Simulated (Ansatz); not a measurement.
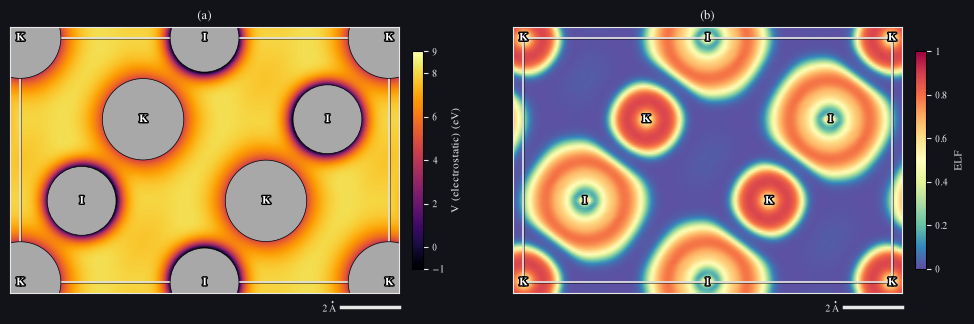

*KI. (a) electrostatic potential energy of an electron; (b) ELF on the (110) plane of the conventional cell. Grey discs cover the atomic cores in the potential map.*

Space group R-3m; started from the rocksalt prototype, which need not be the ambient phase; changed on purpose from its base cell (epitaxial 111 strain -3.0%).

All numbers below come from DFT, PBE, plane waves, PAW in Ansatz 0.2.0.

The calculation's input:

```
crystal:
  lattice:
    - [0.1496118062, 3.5875682345, 3.5875682345]
    - [3.5875682345, 0.1496118062, 3.5875682345]
    - [3.5875682345, 3.5875682345, 0.1496118062]
  atoms:
    - { symbol: K, position: [0.0, 0.0, 0.0] }
    - { symbol: I, position: [0.5, 0.5, 0.5] }
kpoints:
  mp_grid: { grid: [6, 6, 6] }
  band_path:
    path:
      - [0.0, 0.0, 0.0]
      - [0.5, 0.0, 0.5]
      - [0.625, 0.25, 0.625]
      - [0.375, 0.375, 0.75]
      - [0.5, 0.5, 0.5]
      - [0.5, 0.25, 0.75]
    npoints: 1
hamiltonian:
  xc: pbe
scf:
  occupations: { method: fermi_dirac, width: 0.02 }
  n_extra_bands: 4
output:
  forces: true
  stress: true
  eigenvalues: true
  write_density: true
  write_potential: true
  elf: true
  volumetric_format: npy
```

Run with:

```sh
ansatz run input.yaml --threads 2 --pin off --max-ram 2211MiB --backend cpu --events-out ev --progress --plain --runs-dir out
```

Below, planes, directions and counts refer to the conventional cell (a = 4.86 Å, b = 4.86 Å, c = 12.69 Å, α = 90.00°, β = 90.00°, γ = 120.00°).

Question: What does the map show?

Answer: The plane passes through K and I nuclei. K–I (3.51 Å): the ELF peaks at about 0.80 in the valence shell of I, 1.3 Å from its nucleus, and drops to about 0.05 between the two atoms: an ionic contact with no shared pair. The features right at K lie inside the PAW spheres, where the map follows smoothed inner orbitals and isn't to be read closely. Outside the cores the potential energy rises away from the atoms and is highest about 2.3 Å from the nearest atoms; its zero is arbitrary.

Question: Does the calculation make it a metal, or give it a gap?

Answer: It is gapped, with a Kohn–Sham gap of 3.9 eV on the k-point mesh, an upper bound to the gap of this method.
